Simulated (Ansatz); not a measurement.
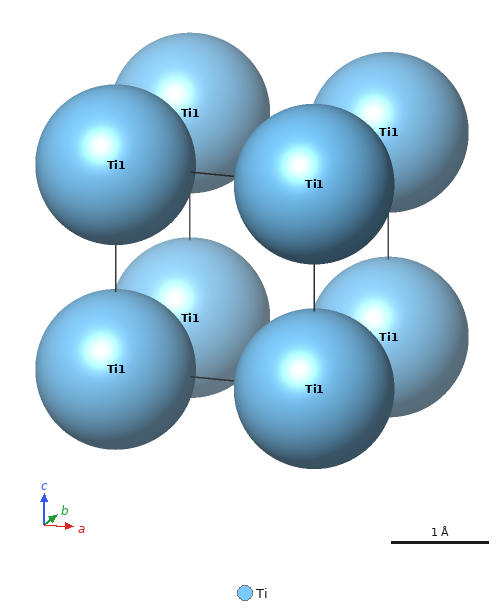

**Figure 1.** The structure as given in the input (spheres-only view of the cell of the calculation, seen slightly off an axis; atoms are numbered from 1 in the order of the input). An atom can appear more than once, as a periodic image.

## Single-point calculation, with input and output: Ti

System: Ti (Pm-3m, 1 atom in the cell).
Method: DFT, PBEsol, PAW with Ansatz's default frozen-core files, scalar-relativistic, no spin polarisation (Ansatz 0.2.0).

Its volume is 0.60 times that of the source entry. It belongs to a series of runs on one base structure; here: volume scaled by 0.6, PAW files. Figures and captions count atoms from 1; the log counts them from 0 in places.

### Log
```
Engine: ansatz 0.2.0, aarch64-unknown-linux-gnu
Pseudopotentials: kind: paw
Pseudopotential: Ti, paw, valence charge 12, recommended cutoff 420 eV (normal), Ti.paw.azcp
Functional definition: PBEsol
  exchange = pbesol_x
  correlation = pbesol_c
Crystal: 1 atoms, lattice volume = 10.495 Å³
Basis set: ecut = 420 eV, 203 PW (Γ), exchange–correlation on 30×30×30 points (8 copies of the dense FFT grid, shifted against one another)
Bands: 10, of which v1, the nominal top of the filled ones, is band 6 counted from 1 (5 counted from 0)
Symmetry: 48 space group operations
Space group: Pm-3m (ITA 221), of the structure as read, at distance tolerance 2.2e-5 Å
k-points: 120 of 2744
Non-local potential: Ti, projectors of the file, l = 0: 3, l = 1: 2, l = 2: 3, l = 3: 1
PAW form: soft (Blöchl's): semilocal exchange-correlation on the pseudo side does not see the compensation charge
PAW frozen core: Ti, regenerated for the run's functional, and the local potential with it (the file was generated under x = pbe(κ = 0.804, μ = 0.2195149727645171), c = pbe(β = 0.06672455060314922))
PAW one-centre angular grid: Ti, 590 points (default); XC on 64 Gauss nodes
Initial density: superposition of atomic densities (neutral atoms: chi_scale 0, normalization atom), corrected by the library's trained network
Initial wavefunctions: pseudopotential atomic-orbital guess
Functional: x = pbesol(κ = 0.804, μ = 0.12345679012345678), c = pbesol(β = 0.046)
SCF iter   1: F=—  HF=-2471.539774 eV  |F-HF|=—  |Δ(HF+E_count)|=         —  Δρ=1.98e-2  dr2=1.70e-2  ethr=1.77e-3  ⟨swp⟩=4.4  Hψ=6480  notcnv=0
preconditioner: auto → none  [metal: Δε(μ)=0.016 eV  Ē_g=24.814 eV  σ=0.080 eV  W_gap=0.05  n_scr=0 (ndim 8)  ℏωp=36.2 eV  f_vac=0.000  D(μ)=1.18/eV (n_scr^D=18)]
SCF iter   2: F=—  HF=-2471.535953 eV  |F-HF|=—  |Δ(HF+E_count)|=   3.82e-3  Δρ=8.30e-3  dr2=1.73e-3  ethr=1.41e-4  ⟨swp⟩=2.0  Hψ=2555  notcnv=0
SCF iter   3: F=—  HF=-2471.535867 eV  |F-HF|=—  |Δ(HF+E_count)|=   8.57e-5  Δρ=2.83e-3  dr2=2.47e-4  ethr=1.44e-5  ⟨swp⟩=2.2  Hψ=1556  notcnv=0
SCF iter   4: F=—  HF=-2471.535852 eV  |F-HF|=—  |Δ(HF+E_count)|=   1.52e-5  Δρ=7.70e-5  dr2=3.03e-7  ethr=2.06e-6  ⟨swp⟩=2.0  Hψ=1414  notcnv=0
SCF iter   5: F=—  HF=-2471.535860 eV  |F-HF|=—  |Δ(HF+E_count)|=   7.69e-6  Δρ=1.04e-5  dr2=5.01e-9  ethr=2.52e-9  ⟨swp⟩=2.5  Hψ=1897  notcnv=0
SCF iter   6: F=-2471.535860 eV  HF=-2471.535860 eV  |F-HF|=2.73e-12  |Δ(HF+E_count)|=  3.05e-11  Δρ=7.86e-7  dr2=1.56e-11  ethr=4.18e-11  ⟨swp⟩=3.9  Hψ=5467  notcnv=0
SCF 1 converged in 6 iterations: F = -2471.535860 eV  dr2 = 1.56e-11
  greatest PAW one-centre occupation: 0.998 electrons in one spin orbital (limit 2), on the Ti atom at site 0 (counted from 0), in its partial waves of l = 0
```

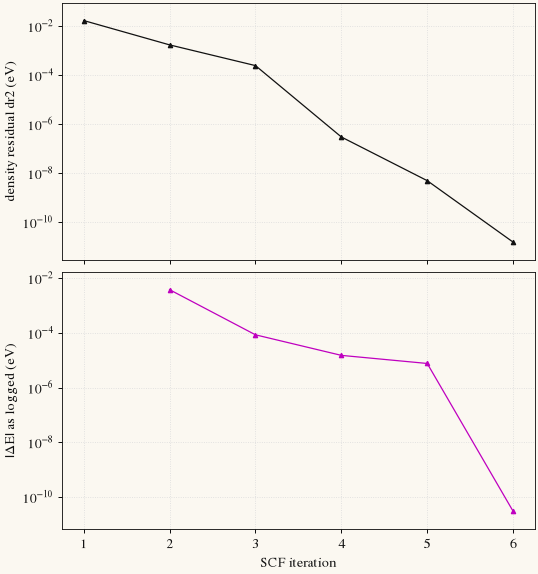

**Figure 2.** Convergence of the self-consistent field: density residual dr2 and size of the energy change against the SCF iteration. The residual falls at every step.

```
SCF converged after 6 iterations
Free energy (F): -2471.535860 eV
Harris-Foulkes:  -2471.535860 eV  (|F-HF|=2.73e-12)
Internal energy: -2471.511284 eV  (E = F + TS)
E sigma→0 (E₀):  -2471.523572 eV
Entropy (-TS):   -0.024576 eV (-24.576 meV/atom)
Fermi energy:    22.925464 eV
--- Per-component energies (eV) ---
  E_band       = -37.797927
  E_kinetic    = 291.659541
  E_local      = -573.919252  (includes V_loc(G=0)·N_el)
  E_nonlocal   = 15.602120
  E_hartree    = 268.147176
  E_xc         = -101.396643
  E_vxc        = -127.832976  (∫ρ·V_xc dr)
  E_paw        = -1028.158890  (= ΣΔE_a)
  E_vpaw       = -179.601776  (= ΣTr[D̂ρ^β])
  E_aug_tail   = 0.000135  (compensation charges beyond the density's cutoff)
  E_ewald      = -1343.584856
  E_core_change = 0.139384  (= ΣΔE_core)
  E_smearing   = -0.024576  (= −TS)
  E_closure    = -0.000000  (closes the sum)
  Σ components = -2471.535860   (vs F -2471.535860, Δ=0.00e0)
--- Forces (eV/Å), atoms counted from 1 ---
  atom   1  Ti    -0.00000000    -0.00000000     0.00000000
  max |Σ_I F_I| component: 1.44e-32 eV/Å
--- Stress (GPa, compression-positive) ---
      103.341783       0.000000       0.000000
       -0.000000     103.341783       0.000000
       -0.000000       0.000000     103.341783
  P = ⅓ Tr σ = 103.3418 GPa (1033.418 kbar)
--- Band table (eV; the first three rows and the last of 120) ---
  k-point 0: bands = ["-33.7253", "-7.7359", "-7.7359", "-7.7359", "16.8809", "19.7660", "19.7660", "29.8267", "29.8267", "29.8267"]
  k-point 1: bands = ["-33.6872", "-7.9541", "-7.7175", "-7.7175", "17.1015", "19.8275", "20.0326", "29.5726", "29.5726", "29.8454"]
  k-point 2: bands = ["-33.5788", "-8.5448", "-7.6656", "-7.6656", "17.6793", "20.0035", "20.8175", "28.9054", "28.9054", "29.8979"]
  k-point 119: bands = ["-31.4000", "-10.2151", "-10.2151", "-10.2151", "19.5023", "19.5023", "19.5023", "32.4574", "32.4671", "32.4671"]
--- Löwdin populations: 1 site ---
  site symbol       q [e]
     0     Ti     11.9443
  spilling = 0.004644 (of n_electrons = 12.000000)
```

### File populations.tsv
```
# site	symbol	l	j	q
# orbitals = lowdin
# n_electrons = 12.000000
# spilling = 0.004644
0	Ti	0_3S	-	1.777458
0	Ti	0_4S	-	0.683986
0	Ti	1_3P	-	5.903737
0	Ti	2_3D	-	3.579085
```

### File rho_z.tsv
```
# z_ang	rho[e/angstrom^3]
# format = ansatz-planar-average/11
# lattice	2.189394731	0.000000000	0.000000000
# lattice	0.000000000	2.189394731	0.000000000
# lattice	0.000000000	0.000000000	2.189394731
# sites	1
# site	22	0.000000000	0.000000000	0.000000000
0.000000	2.398856e0
0.145960	2.245353e0
0.291919	1.829497e0
0.437879	1.288702e0
0.583839	8.085433e-1
0.729798	5.060141e-1
0.875758	3.711846e-1
1.021718	3.269928e-1
1.167677	3.269928e-1
1.313637	3.711846e-1
1.459596	5.060141e-1
1.605556	8.085433e-1
1.751516	1.288702e0
1.897475	1.829497e0
2.043435	2.245353e0
```

### File v_z.tsv
```
# z_ang	v_es[eV]	v_tot[eV]
# format = ansatz-planar-average/11
# xc	pbesol
# density_cutoff_ev	1680
# datasets	Ti=:simpson_from_first_knot:soft:shift=-797321
# lattice	2.189394731	0.000000000	0.000000000
# lattice	0.000000000	2.189394731	0.000000000
# lattice	0.000000000	0.000000000	2.189394731
# sites	1
# site	22	0.000000000	0.000000000	0.000000000
0.000000	3.088008e0	-1.291291e1
0.145960	3.572289e0	-1.222692e1
0.291919	5.071996e0	-1.012202e1
0.437879	7.598334e0	-6.681354e0
0.583839	1.098515e1	-2.204901e0
0.729798	1.466127e1	2.486869e0
0.875758	1.778599e1	6.323372e0
1.021718	1.942991e1	8.184686e0
1.167677	1.942991e1	8.184686e0
1.313637	1.778599e1	6.323372e0
1.459596	1.466127e1	2.486869e0
1.605556	1.098515e1	-2.204901e0
1.751516	7.598334e0	-6.681354e0
1.897475	5.071996e0	-1.012202e1
2.043435	3.572289e0	-1.222692e1
```

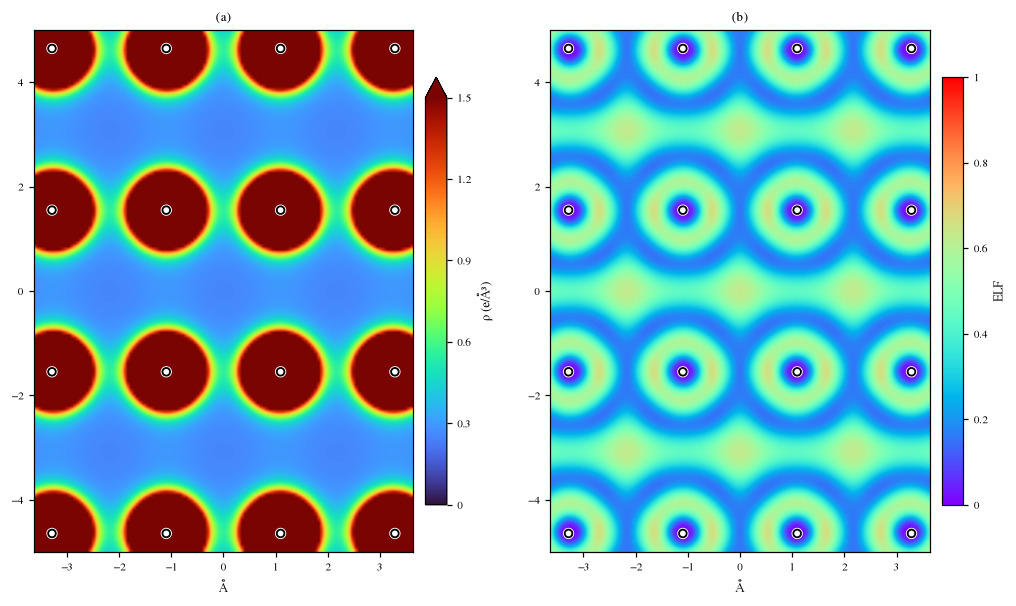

**Figure 3.** (a) valence electron density; (b) ELF on the (011) plane of the conventional cell. Circles mark the nuclei in the plane (Ti). Ti–Ti (2.19 Å): ρ at the midpoint is about 0.56 e/Å³; the ELF is about 0.15 at the midpoint; no localised pair between them. Away from the nuclei the density in this plane falls to 0.26 e/Å³ at its lowest.5. The strong features right at Ti lie inside the PAW spheres (semicore, d or f shells) and say nothing about bonding. In a PAW calculation such maps are meaningful between the atoms, not at the nuclei.

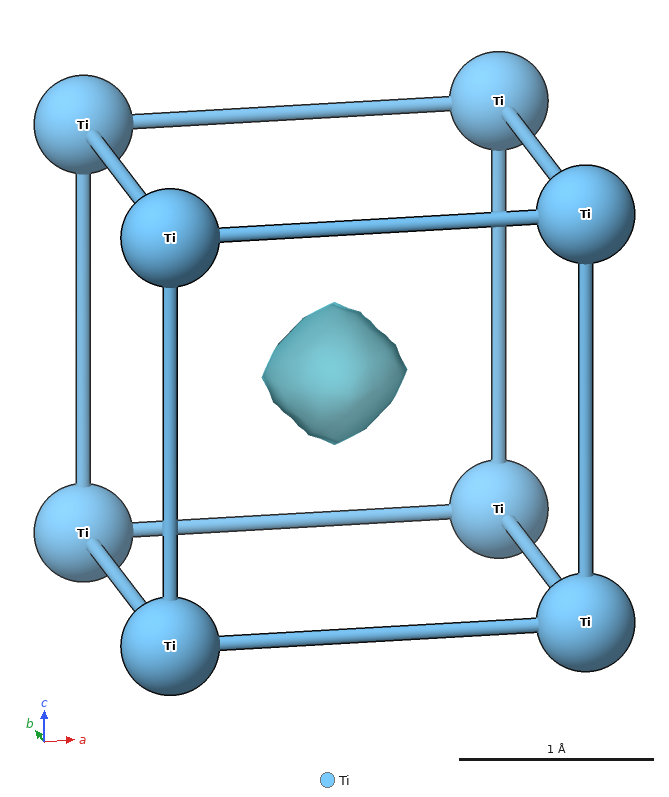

**Figure 4.** Isosurface of the ELF at 0.55 (cyan), seen slightly off an axis. Only the valence region is drawn (cores and ρ < 0.01 e/Å³ removed). Sticks mark near contacts. The outline is the cell set on symmetry axes. Profiles from the grid: Ti–Ti (2.19 Å): the ELF is about 0.15 at the midpoint (no localised pair between them).

The run was set up as follows.

### The input
```yaml
crystal:
  lattice:
    - [2.1893947306, 0.0, 0.0]
    - [0.0, 2.1893947306, 0.0]
    - [0.0, 0.0, 2.1893947306]
  atoms:
    - { symbol: Ti, position: [0.0, 0.0, 0.0] }
kpoints:
  mp_grid: { grid: [14, 14, 14] }
scf:
  occupations: { method: fermi_dirac, width: 0.08 }
hamiltonian:
  xc: pbesol
  pseudopotentials: { kind: paw }
output:
  forces: true
  stress: true
  eigenvalues: true
  populations: true
  write_density: true
  write_potential: true
  elf: true
  volumetric_format: npy
```

Launched with:
```bash
ansatz run input.yaml --threads 1 --pin off --max-ram 2048MiB --backend cpu --events-out ev --progress --plain --runs-dir out
```

### Summary

| quantity | value |
| --- | --- |
| outcome | converged |
| space group (tolerance 0.01 Å) | Pm-3m (221) |
| electrons treated | 12 |
| free energy | −2471.5359 eV |
| Fermi energy | 22.925 eV |
| pressure | 103.34 GPa |
| largest force (length of the vector) | under 0.001 eV/Å |
| hardware | 1 thread of Arm Neoverse V1, 112 GiB of memory available, shared host |
| wall time | 1.5 s |
| peak memory | 0.27 GiB |

### Notes

The cell is under a pressure of 103 GPa at this level, so it is not at its equilibrium volume.
